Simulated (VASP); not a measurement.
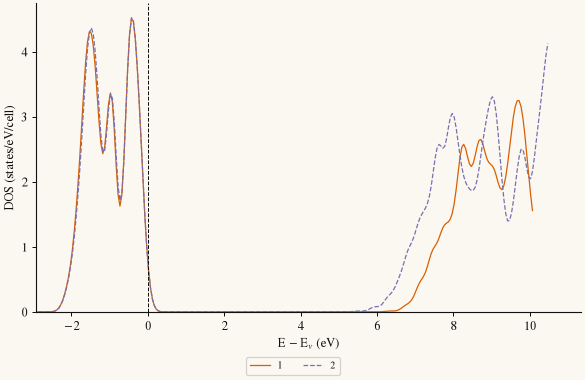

Total densities of states of KCl, space group Pm-3m, 2 atoms in the cell, CsCl type, hydrostatic strain −3.3%, by two methods on the same cell. The curves are built from the levels of the k mesh with Gaussians 0.3 eV wide, which also blur the band edges. Each is counted from its own valence-band top.

> Which curve is which? The methods: PBE (VASP), r2SCAN (VASP).

1 is r2SCAN (VASP); 2 is PBE (VASP). r2SCAN (VASP) gives a gap of 6.35 eV and PBE (VASP) gives a gap of 5.53 eV.

Settings. r2SCAN (VASP): DFT, r2SCAN, plane waves, PAW, 8×8×8 k mesh, 520 eV cutoff, Gaussian smearing of 0.01 eV (VASP). PBE (VASP): DFT, PBE, plane waves, PAW, 8×8×8 k mesh, 520 eV cutoff, Fermi-Dirac smearing of 0.02 eV (VASP).
